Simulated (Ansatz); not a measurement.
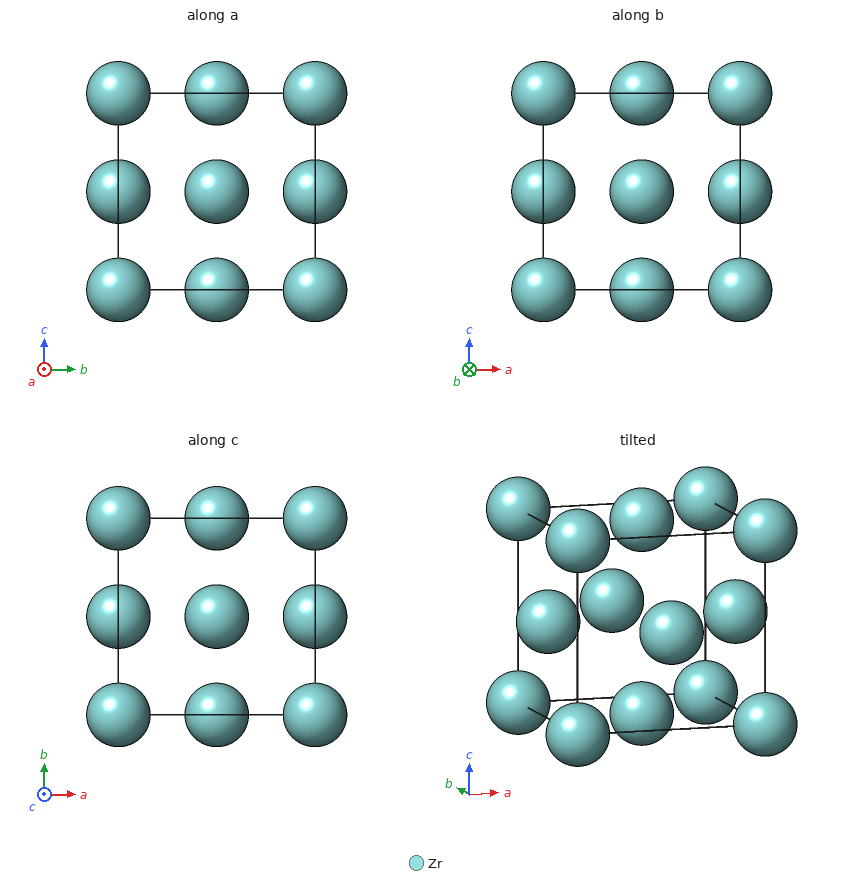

The image is a spheres-only drawing of a crystal, viewed along the a axis, along the b axis, along the c axis and slightly off an axis. The wireframe shows the conventional unit cell.

Lattice parameters: a = 4.530 Å, b = 4.530 Å, c = 4.530 Å, α = 90.00°, β = 90.00°, γ = 90.00°.

> Express the structure as a table of Wyckoff sites.

Space group Fm-3m (No. 225).
```tsv
atom	site	x	y	z
Zr	4a	0.0000	0.0000	0.0000
```

Starting structure: a structure type filled with this element by a generator (whether the element takes this form wasn't checked). The cell was then strained or its atoms displaced on purpose. It was run through Ansatz as a DFT input.
